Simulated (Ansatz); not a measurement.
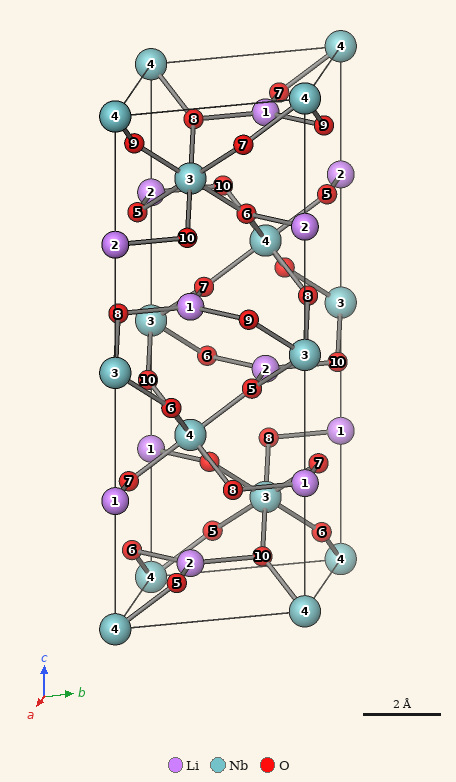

*The input geometry (ball-and-stick view of the cell 3 times as large as that of the calculation, set on its symmetry axes, seen slightly off an axis; atoms are numbered from 1 in the order of the input). An atom can appear more than once, as a periodic image.*

Near neighbours in the periodic cell (some may lie outside the picture): Li has 3 O at 2.00 Å; Nb has 6 O at 2.01 Å; O has 1 Li at 2.00 Å and 2 Nb at 2.01 Å.

# Geometry relaxation, with input and output: LiNbO3 (part 1 of 2)

System: LiNbO3 (R-3c, 10 atoms in the cell).
Method: DFT PBE, scalar-relativistic, plane waves, PAW, no spin polarisation (Ansatz 0.2.0).

The structure derives from a Materials Project entry. Figures and captions count atoms from 1; the log counts them from 0 in places.

**Input**
```yaml
crystal:
  lattice:
    - [2.6347188739, 1.5211556511, 4.6343661322]
    - [-2.6347188739, 1.5211556511, 4.6343661322]
    - [0.0, -3.0423113022, 4.6343661322]
  atoms:
    - { symbol: Li, position: [0.25, 0.25, 0.25] }
    - { symbol: Li, position: [0.75, 0.75, 0.75] }
    - { symbol: Nb, position: [0.5, 0.5, 0.5] }
    - { symbol: Nb, position: [0.0, 0.0, 0.0] }
    - { symbol: O, position: [0.12963, 0.37037, 0.75] }
    - { symbol: O, position: [0.37037, 0.75, 0.12963] }
    - { symbol: O, position: [0.87037, 0.62963, 0.25] }
    - { symbol: O, position: [0.25, 0.87037, 0.62963] }
    - { symbol: O, position: [0.62963, 0.25, 0.87037] }
    - { symbol: O, position: [0.75, 0.12963, 0.37037] }
basis:
  ecutwfc: 420
kpoints:
  mp_grid: { grid: [6, 6, 6] }
hamiltonian:
  xc: pbe
scf:
  occupations: { method: gaussian, width: 0.02 }
output:
  forces: true
  stress: true
  eigenvalues: true
  write_density: true
  write_potential: true
  elf: true
  volumetric_format: npy
relax:
  adjacent_minimum: "off"
  f_tol: 0.005
  max_steps: 80
  cell: { stress_tol: 0.05 }
```

Run as:
```bash
ansatz run input.yaml --threads 4 --pin off --max-ram 10240MiB --backend cpu --events-out ev --progress --plain --runs-dir out
```

**Log**
```
Engine: ansatz 0.2.0, x86_64-unknown-linux-gnu
Pseudopotentials: kind: paw
Pseudopotential: Li, paw, valence charge 3, recommended cutoff 420 eV (normal), Li.paw.azcp
Pseudopotential: Nb, paw, valence charge 13, recommended cutoff 420 eV (normal), Nb.paw.azcp
Pseudopotential: O, paw, valence charge 6, recommended cutoff 420 eV (normal), O.paw.azcp
Functional definition: PBE
  parameter kappa = 0.804
  parameter beta = 0.06672455060314922
  exchange = pbe_x(kappa = kappa, mu = beta*pi^2/3)
  correlation = pbe_c(beta = beta)
Crystal: 10 atoms, lattice volume = 111.442 Å³
Basis set: ecut = 420 eV, 2199 PW (Γ), exchange–correlation on 80×80×80 points (8 copies of the dense FFT grid, shifted against one another)
Bands: 44, of which v1, the nominal top of the filled ones, is band 34 counted from 1 (33 counted from 0)
Symmetry: 12 space group operations
Space group: R-3c (ITA 167), of the structure as read, at distance tolerance 4.8e-5 Å
k-points: 32 of 216
Non-local potential: Li, projectors of the file, l = 0: 3, l = 1: 2, l = 2: 1
Non-local potential: Nb, projectors of the file, l = 0: 3, l = 1: 2, l = 2: 2, l = 3: 1
Non-local potential: O, projectors of the file, l = 0: 2, l = 1: 2, l = 2: 1
PAW form: soft (Blöchl's): semilocal exchange-correlation on the pseudo side does not see the compensation charge
PAW one-centre angular grid: Li, 110 points (default); XC on 64 Gauss nodes
PAW one-centre angular grid: Nb, 590 points (default); XC on 64 Gauss nodes
PAW one-centre angular grid: O, 110 points (default); XC on 64 Gauss nodes
Initial density: superposition of atomic densities (neutral atoms: chi_scale 0, normalization atom), corrected by the library's trained network
Initial wavefunctions: pseudopotential atomic-orbital guess
Functional: x = pbe(κ = 0.804, μ = 0.2195149727645171), c = pbe(β = 0.06672455060314922)
SCF iter   1: F=—  HF=-12929.131794 eV  |F-HF|=—  |Δ(HF+E_count)|=         —  Δρ=1.32e-3  dr2=9.24e-4  ethr=1.77e-3  ⟨swp⟩=6.3  Hψ=5655  notcnv=0  defer=2
preconditioner: auto → Resta (q_TF=auto, 2.513 Å⁻¹)  ε∞=5.8  [insulator: Δε(μ)=2.430 eV  Ē_g=11.173 eV  σ=0.020 eV  W_gap=1.00  n_scr=26 (ndim 8)  ℏωp=24.4 eV  f_vac=0.013  D(μ)=0.00/eV (n_scr^D=0)  ε∞_Penn≈5.8]
SCF iter   2: F=—  HF=-12929.133021 eV  |F-HF|=—  |Δ(HF+E_count)|=   1.23e-3  Δρ=7.34e-4  dr2=2.77e-4  ethr=1.36e-6  ⟨swp⟩=2.1  Hψ=2824  notcnv=0  defer=68
SCF iter   3: F=—  HF=-12929.133448 eV  |F-HF|=—  |Δ(HF+E_count)|=   4.27e-4  Δρ=3.50e-4  dr2=1.09e-4  ethr=4.08e-7  ⟨swp⟩=2.0  Hψ=2088  notcnv=0  defer=68
SCF iter   4: F=—  HF=-12929.133450 eV  |F-HF|=—  |Δ(HF+E_count)|=   1.74e-6  Δρ=8.26e-5  dr2=8.60e-6  ethr=1.61e-7  ⟨swp⟩=2.0  Hψ=1863  notcnv=0  defer=68
SCF iter   5: F=—  HF=-12929.133454 eV  |F-HF|=—  |Δ(HF+E_count)|=   3.99e-6  Δρ=3.79e-5  dr2=2.30e-6  ethr=1.26e-8  ⟨swp⟩=2.1  Hψ=2225  notcnv=0  defer=68
SCF iter   6: F=—  HF=-12929.133454 eV  |F-HF|=—  |Δ(HF+E_count)|=   9.65e-8  Δρ=1.61e-5  dr2=3.98e-7  ethr=3.39e-9  ⟨swp⟩=2.4  Hψ=1590  notcnv=0  defer=68
SCF iter   7: F=-12929.133454 eV  HF=-12929.133454 eV  |F-HF|=2.73e-9  |Δ(HF+E_count)|=   9.60e-9  Δρ=2.50e-6  dr2=7.11e-9  ethr=1.47e-10  ⟨swp⟩=12.7  Hψ=8401  notcnv=0
SCF 1 converged in 7 iterations: F = -12929.133454 eV  dr2 = 7.11e-9
  greatest PAW one-centre occupation: 1.000 electrons in one spin orbital (limit 2), on the Li atom at site 1 (counted from 0), in its partial waves of l = 0
relax step   1: F+E_penalty+E_count = -12929.13345374 eV  Δ(F+E_penalty+E_count) = +0.000e0 eV  max|allowed force component| = 2.117e-1 eV/Å  Δτ_max = 0.0000 Å  P = -5.208 GPa  Ω = 111.442 Å³  (7 SCF iters, dr2 threshold 1.00e-7 eV, accepted)
Crystal: 10 atoms, lattice volume = 108.643 Å³
Basis set: ecut = 420 eV, 2133 PW (Γ), exchange–correlation on 80×80×80 points (8 copies of the dense FFT grid, shifted against one another)
Initial density: handed on by an earlier stage of this run
Initial wavefunctions: those handed on with the density
iter 1 solved again at ethr=3.11e-5 eV; its pass at ethr=3.10e-3 eV (dr2=2.12e-2 eV) is discarded
SCF iter   1: F=—  HF=-12929.197163 eV  |F-HF|=—  |Δ(HF+E_count)|=         —  Δρ=5.12e-3  dr2=2.12e-2  ethr=3.11e-5  ⟨swp⟩=2.7  Hψ=5990  notcnv=0  defer=1
preconditioner: auto → Resta (q_TF=auto, 2.523 Å⁻¹)  ε∞=5.6  [insulator: Δε(μ)=2.540 eV  Ē_g=11.448 eV  σ=0.020 eV  W_gap=1.00  n_scr=26 (ndim 8)  ℏωp=24.7 eV  f_vac=0.009  D(μ)=0.00/eV (n_scr^D=0)  ε∞_Penn≈5.6]
SCF iter   2: F=—  HF=-12929.192172 eV  |F-HF|=—  |Δ(HF+E_count)|=   4.99e-3  Δρ=1.80e-3  dr2=2.80e-3  ethr=3.11e-5  ⟨swp⟩=2.1  Hψ=2248  notcnv=0
SCF iter   3: F=—  HF=-12929.191694 eV  |F-HF|=—  |Δ(HF+E_count)|=   4.78e-4  Δρ=4.70e-4  dr2=1.42e-4  ethr=4.12e-6  ⟨swp⟩=2.2  Hψ=2027  notcnv=0
SCF iter   4: F=—  HF=-12929.191740 eV  |F-HF|=—  |Δ(HF+E_count)|=   4.60e-5  Δρ=5.46e-5  dr2=2.66e-6  ethr=2.09e-7  ⟨swp⟩=2.5  Hψ=2223  notcnv=0
iter 5 did not close the SCF: its close was put off for the readings that it lacked (scf_convergence_deferred on its scf_iter line)
SCF iter   5: F=-12929.191744 eV  HF=-12929.191743 eV  |F-HF|=1.89e-7  |Δ(HF+E_count)|=   3.03e-6  Δρ=1.23e-5  dr2=2.21e-7  ethr=3.91e-9  ⟨swp⟩=2.0  Hψ=2028  notcnv=0
SCF iter   6: F=-12929.191744 eV  HF=-12929.191744 eV  |F-HF|=4.21e-9  |Δ(HF+E_count)|=   2.42e-7  Δρ=3.19e-6  dr2=1.89e-8  ethr=3.25e-10  ⟨swp⟩=6.3  Hψ=8260  notcnv=0
SCF 2 converged in 6 iterations: F = -12929.191744 eV  dr2 = 1.89e-8
relax step   2: F+E_penalty+E_count = -12929.19174355 eV  Δ(F+E_penalty+E_count) = -5.829e-2 eV  max|allowed force component| = 3.371e-2 eV/Å  Δτ_max = 0.0087 Å  P = +0.437 GPa  Ω = 108.643 Å³  energy of the carried Pulay correction = +1.094e-2 eV  (6 SCF iters, dr2 threshold 1.00e-6 eV, accepted)
Crystal: 10 atoms, lattice volume = 108.866 Å³
iter 1 solved again at ethr=2.60e-7 eV; its pass at ethr=3.10e-3 eV (dr2=1.77e-4 eV) is discarded
SCF iter   1: F=—  HF=-12929.191405 eV  |F-HF|=—  |Δ(HF+E_count)|=         —  Δρ=4.28e-4  dr2=1.45e-4  ethr=2.60e-7  ⟨swp⟩=2.9  Hψ=5771  notcnv=0
preconditioner: auto → Resta (q_TF=auto, 2.522 Å⁻¹)  ε∞=5.7  [insulator: Δε(μ)=2.499 eV  Ē_g=11.408 eV  σ=0.020 eV  W_gap=1.00  n_scr=26 (ndim 8)  ℏωp=24.7 eV  f_vac=0.011  D(μ)=0.00/eV (n_scr^D=0)  ε∞_Penn≈5.7]
SCF iter   2: F=—  HF=-12929.191373 eV  |F-HF|=—  |Δ(HF+E_count)|=   3.18e-5  Δρ=1.69e-4  dr2=3.19e-5  ethr=2.13e-7  ⟨swp⟩=2.0  Hψ=2068  notcnv=0
SCF iter   3: F=—  HF=-12929.191369 eV  |F-HF|=—  |Δ(HF+E_count)|=   4.53e-6  Δρ=8.72e-5  dr2=7.38e-6  ethr=4.69e-8  ⟨swp⟩=1.9  Hψ=1446  notcnv=0
SCF iter   4: F=-12929.191368 eV  HF=-12929.191368 eV  |F-HF|=7.88e-8  |Δ(HF+E_count)|=   7.51e-7  Δρ=2.12e-5  dr2=4.18e-7  ethr=1.30e-9  ⟨swp⟩=7.9  Hψ=9262  notcnv=0
SCF 3 converged in 4 iterations: F = -12929.191368 eV  dr2 = 4.18e-7
relax step   3: F+E_penalty+E_count = -12929.19136808 eV  Δ(F+E_penalty+E_count) = +3.755e-4 eV  max|allowed force component| = 1.257e-2 eV/Å  Δτ_max = 0.0011 Å  P = -0.058 GPa  Ω = 108.866 Å³  energy of the carried Pulay correction = +1.005e-2 eV  (4 SCF iters, dr2 threshold 8.83e-7 eV, accepted)
Crystal: 10 atoms, lattice volume = 108.821 Å³
iter 1 solved again at ethr=3.68e-8 eV; its pass at ethr=3.10e-3 eV (dr2=2.50e-5 eV) is discarded
SCF iter   1: F=—  HF=-12929.191633 eV  |F-HF|=—  |Δ(HF+E_count)|=         —  Δρ=1.28e-4  dr2=2.44e-5  ethr=3.68e-8  ⟨swp⟩=2.0  Hψ=5704  notcnv=0
preconditioner: auto → Resta (q_TF=auto, 2.523 Å⁻¹)  ε∞=5.7  [insulator: Δε(μ)=2.504 eV  Ē_g=11.409 eV  σ=0.020 eV  W_gap=1.00  n_scr=26 (ndim 8)  ℏωp=24.7 eV  f_vac=0.011  D(μ)=0.00/eV (n_scr^D=0)  ε∞_Penn≈5.7]
SCF iter   2: F=—  HF=-12929.191630 eV  |F-HF|=—  |Δ(HF+E_count)|=   2.93e-6  Δρ=7.68e-5  dr2=7.15e-6  ethr=3.58e-8  ⟨swp⟩=1.9  Hψ=1447  notcnv=0
SCF iter   3: F=—  HF=-12929.191628 eV  |F-HF|=—  |Δ(HF+E_count)|=   2.93e-6  Δρ=5.06e-5  dr2=3.41e-6  ethr=1.05e-8  ⟨swp⟩=2.0  Hψ=2023  notcnv=0
SCF iter   4: F=—  HF=-12929.191627 eV  |F-HF|=—  |Δ(HF+E_count)|=   7.22e-7  Δρ=9.02e-6  dr2=8.47e-8  ethr=5.01e-9  ⟨swp⟩=2.7  Hψ=2026  notcnv=0
SCF iter   5: F=-12929.191627 eV  HF=-12929.191627 eV  |F-HF|=1.44e-9  |Δ(HF+E_count)|=   1.52e-8  Δρ=2.16e-6  dr2=4.59e-9  ethr=1.94e-11  ⟨swp⟩=7.7  Hψ=7525  notcnv=0
SCF 4 converged in 5 iterations: F = -12929.191627 eV  dr2 = 4.59e-9
relax step   4: F+E_penalty+E_count = -12929.19162682 eV  Δ(F+E_penalty+E_count) = -2.587e-4 eV  max|allowed force component| = 4.113e-3 eV/Å  Δτ_max = 0.0014 Å  P = -0.063 GPa  Ω = 108.821 Å³  energy of the carried Pulay correction = +1.023e-2 eV  (5 SCF iters, dr2 threshold 1.32e-8 eV, accepted)
Crystal: 10 atoms, lattice volume = 108.742 Å³
iter 1 solved again at ethr=7.30e-8 eV; its pass at ethr=3.10e-3 eV (dr2=4.96e-5 eV) is discarded
SCF iter   1: F=—  HF=-12929.191986 eV  |F-HF|=—  |Δ(HF+E_count)|=         —  Δρ=1.83e-4  dr2=4.60e-5  ethr=7.30e-8  ⟨swp⟩=2.0  Hψ=5704  notcnv=0
preconditioner: auto → Resta (q_TF=auto, 2.523 Å⁻¹)  ε∞=5.7  [insulator: Δε(μ)=2.506 eV  Ē_g=11.411 eV  σ=0.020 eV  W_gap=1.00  n_scr=26 (ndim 8)  ℏωp=24.7 eV  f_vac=0.011  D(μ)=0.00/eV (n_scr^D=0)  ε∞_Penn≈5.7]
SCF iter   2: F=—  HF=-12929.191979 eV  |F-HF|=—  |Δ(HF+E_count)|=   6.72e-6  Δρ=9.86e-5  dr2=9.41e-6  ethr=6.77e-8  ⟨swp⟩=2.3  Hψ=1968  notcnv=0
SCF iter   3: F=—  HF=-12929.191976 eV  |F-HF|=—  |Δ(HF+E_count)|=   2.76e-6  Δρ=5.10e-5  dr2=3.71e-6  ethr=1.38e-8  ⟨swp⟩=2.1  Hψ=1979  notcnv=0
SCF iter   4: F=—  HF=-12929.191976 eV  |F-HF|=—  |Δ(HF+E_count)|=   7.21e-7  Δρ=9.11e-6  dr2=8.40e-8  ethr=5.46e-9  ⟨swp⟩=2.0  Hψ=1904  notcnv=0
SCF iter   5: F=-12929.191976 eV  HF=-12929.191976 eV  |F-HF|=1.75e-9  |Δ(HF+E_count)|=   1.37e-8  Δρ=2.09e-6  dr2=3.36e-9  ethr=2.76e-11  ⟨swp⟩=7.7  Hψ=7523  notcnv=0
SCF 5 converged in 5 iterations: F = -12929.191976 eV  dr2 = 3.36e-9
relax step   5: F+E_penalty+E_count = -12929.19197566 eV  Δ(F+E_penalty+E_count) = -3.488e-4 eV  max|allowed force component| = 1.707e-5 eV/Å  Δτ_max = 0.0013 Å  P = +0.009 GPa  Ω = 108.742 Å³  energy of the carried Pulay correction = +1.054e-2 eV  (5 SCF iters, dr2 threshold 1.88e-8 eV, accepted)
Initial wavefunctions: pseudopotential atomic-orbital guess (no wavefunctions were taken with the density)
iter 1 solved again at ethr=1.89e-8 eV; its pass at ethr=3.10e-3 eV (dr2=1.29e-5 eV) is discarded
SCF iter   1: F=—  HF=-12929.182699 eV  |F-HF|=—  |Δ(HF+E_count)|=         —  Δρ=1.97e-4  dr2=6.24e-6  ethr=1.89e-8  ⟨swp⟩=3.3  Hψ=9450  notcnv=0
preconditioner: auto → Resta (q_TF=auto, 2.523 Å⁻¹)  ε∞=5.7  [insulator: Δε(μ)=2.503 eV  Ē_g=11.410 eV  σ=0.020 eV  W_gap=1.00  n_scr=26 (ndim 8)  ℏωp=24.7 eV  f_vac=0.011  D(μ)=0.00/eV (n_scr^D=0)  ε∞_Penn≈5.7]
SCF iter   2: F=—  HF=-12929.182705 eV  |F-HF|=—  |Δ(HF+E_count)|=   6.53e-6  Δρ=9.68e-5  dr2=2.29e-6  ethr=9.18e-9  ⟨swp⟩=2.1  Hψ=2170  notcnv=0
SCF iter   3: F=—  HF=-12929.182708 eV  |F-HF|=—  |Δ(HF+E_count)|=   2.41e-6  Δρ=4.38e-5  dr2=2.95e-7  ethr=3.37e-9  ⟨swp⟩=2.8  Hψ=2026  notcnv=0
SCF iter   4: F=—  HF=-12929.182708 eV  |F-HF|=—  |Δ(HF+E_count)|=   6.49e-7  Δρ=3.43e-6  dr2=5.70e-9  ethr=4.34e-10  ⟨swp⟩=2.0  Hψ=2176  notcnv=0
SCF iter   5: F=—  HF=-12929.182708 eV  |F-HF|=—  |Δ(HF+E_count)|=   3.64e-9  Δρ=3.61e-7  dr2=1.20e-10  ethr=8.38e-12  ⟨swp⟩=2.0  Hψ=2016  notcnv=0
SCF iter   6: F=-12929.182708 eV  HF=-12929.182708 eV  |F-HF|=3.64e-12  |Δ(HF+E_count)|=  8.00e-11  Δρ=8.18e-8  dr2=7.03e-12  ethr=1.00e-12  ⟨swp⟩=5.8  Hψ=5705  notcnv=0
SCF 6 converged in 6 iterations: F = -12929.182708 eV  dr2 = 7.03e-12
relax step   6: F+E_penalty+E_count = -12929.18270826 eV  Δ(F+E_penalty+E_count) = +9.267e-3 eV  max|allowed force component| = 5.726e-5 eV/Å  Δτ_max = 0.0000 Å  P = -0.149 GPa  Ω = 108.742 Å³  stress off target by 1.53e-1 GPa  SCF on the basis re-selected at this cell (its energy is not comparable with the rows above)  (6 SCF iters)
basis re-selected at this cell: Δ(F+E_penalty+E_count) = +9.267e-3 eV, ΔP = -0.159 GPa vs the last step (what re-selecting the basis moved, of the pressure what is left beyond the Pulay correction that the steps carried, after the strain that the cell walked since its last selection, with what the two solves' SCF thresholds leave and, on support functions, any second-order correction that the steps lacked; it is no measure of the basis error at this ecutwfc). This SCF's stress stands 1.53e-1 GPa from its target on what of the cell is left free (relax.cell.stress_tol is 5.00e-2 GPa) and its largest allowed force component is 5.73e-5 eV/Å (relax.f_tol is 5.00e-3 eV/Å): not within both, so this SCF does not close the relaxation
Crystal: 10 atoms, lattice volume = 108.634 Å³
iter 1 solved again at ethr=7.33e-8 eV; its pass at ethr=3.10e-3 eV (dr2=4.98e-5 eV) is discarded
SCF iter   1: F=—  HF=-12929.183197 eV  |F-HF|=—  |Δ(HF+E_count)|=         —  Δρ=1.97e-4  dr2=4.21e-5  ethr=7.33e-8  ⟨swp⟩=2.9  Hψ=5525  notcnv=0
preconditioner: auto → Resta (q_TF=auto, 2.523 Å⁻¹)  ε∞=5.7  [insulator: Δε(μ)=2.509 eV  Ē_g=11.417 eV  σ=0.020 eV  W_gap=1.00  n_scr=26 (ndim 8)  ℏωp=24.7 eV  f_vac=0.011  D(μ)=0.00/eV (n_scr^D=0)  ε∞_Penn≈5.7]
SCF iter   2: F=—  HF=-12929.183188 eV  |F-HF|=—  |Δ(HF+E_count)|=   8.22e-6  Δρ=8.85e-5  dr2=6.57e-6  ethr=6.19e-8  ⟨swp⟩=2.0  Hψ=1989  notcnv=0
SCF iter   3: F=—  HF=-12929.183187 eV  |F-HF|=—  |Δ(HF+E_count)|=   1.01e-6  Δρ=4.43e-5  dr2=2.16e-6  ethr=9.65e-9  ⟨swp⟩=2.9  Hψ=2051  notcnv=0
SCF iter   4: F=—  HF=-12929.183187 eV  |F-HF|=—  |Δ(HF+E_count)|=   2.60e-7  Δρ=1.79e-5  dr2=3.90e-7  ethr=3.18e-9  ⟨swp⟩=1.0  Hψ=1408  notcnv=0
SCF iter   5: F=-12929.183187 eV  HF=-12929.183187 eV  |F-HF|=3.11e-9  |Δ(HF+E_count)|=   5.80e-8  Δρ=3.16e-6  dr2=1.50e-8  ethr=8.61e-11  ⟨swp⟩=5.8  Hψ=8420  notcnv=0
SCF 7 converged in 5 iterations: F = -12929.183187 eV  dr2 = 1.50e-8
relax step   7: F+E_penalty+E_count = -12929.18318708 eV  Δ(F+E_penalty+E_count) = -4.788e-4 eV  max|allowed force component| = 2.417e-5 eV/Å  Δτ_max = 0.0009 Å  P = -0.002 GPa  Ω = 108.634 Å³  energy of the carried Pulay correction = +4.277e-4 eV  (5 SCF iters, dr2 threshold 5.85e-8 eV, accepted)
iter 1 solved again at ethr=1.14e-8 eV; its pass at ethr=3.10e-3 eV (dr2=7.78e-6 eV) is discarded
SCF iter   1: F=—  HF=-12929.182717 eV  |F-HF|=—  |Δ(HF+E_count)|=         —  Δρ=1.01e-5  dr2=2.81e-8  ethr=1.14e-8  ⟨swp⟩=3.5  Hψ=9596  notcnv=0
preconditioner: auto → Resta (q_TF=auto, 2.523 Å⁻¹)  ε∞=5.7  [insulator: Δε(μ)=2.507 eV  Ē_g=11.415 eV  σ=0.020 eV  W_gap=1.00  n_scr=26 (ndim 8)  ℏωp=24.7 eV  f_vac=0.011  D(μ)=0.00/eV (n_scr^D=0)  ε∞_Penn≈5.7]
SCF iter   2: F=—  HF=-12929.182715 eV  |F-HF|=—  |Δ(HF+E_count)|=   1.74e-6  Δρ=5.19e-6  dr2=1.25e-8  ethr=4.13e-11  ⟨swp⟩=2.0  Hψ=2466  notcnv=0
SCF iter   3: F=—  HF=-12929.182715 eV  |F-HF|=—  |Δ(HF+E_count)|=   8.36e-9  Δρ=2.25e-6  dr2=4.13e-9  ethr=1.84e-11  ⟨swp⟩=2.7  Hψ=2157  notcnv=0
SCF iter   4: F=—  HF=-12929.182715 eV  |F-HF|=—  |Δ(HF+E_count)|=  2.18e-11  Δρ=4.84e-7  dr2=2.41e-10  ethr=6.07e-12  ⟨swp⟩=2.1  Hψ=1991  notcnv=0
SCF iter   5: F=-12929.182715 eV  HF=-12929.182715 eV  |F-HF|=9.09e-12  |Δ(HF+E_count)|=  8.55e-11  Δρ=1.10e-7  dr2=1.04e-11  ethr=1.00e-12  ⟨swp⟩=6.0  Hψ=5782  notcnv=0
SCF 8 converged in 5 iterations: F = -12929.182715 eV  dr2 = 1.04e-11
relax step   8: F+E_penalty+E_count = -12929.18271523 eV  Δ(F+E_penalty+E_count) = +4.718e-4 eV  max|allowed force component| = 4.136e-5 eV/Å  Δτ_max = 0.0000 Å  P = -0.006 GPa  Ω = 108.634 Å³  stress off target by 5.75e-3 GPa  SCF on the basis re-selected at this cell (its energy is not comparable with the rows above)  (5 SCF iters)
```

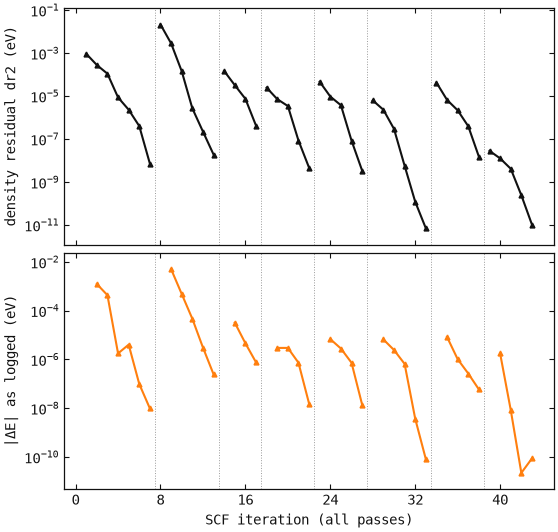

*Convergence of the self-consistent field: density residual dr2 and size of the energy change against the SCF iteration. The dotted lines part the SCF passes of the relaxation: geometry steps, rejected trials and re-solves on a re-selected basis.*

The 8 passes take 4 to 7 iterations each, 43 in all.

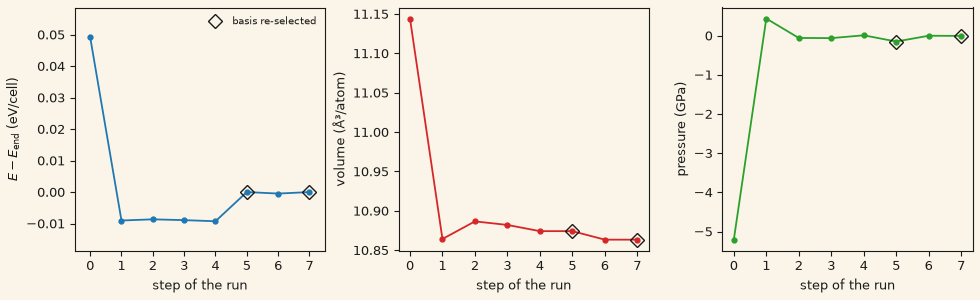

*Progress of the relaxation, step by step (the first geometry is step 0 here and step 1 in the log).*
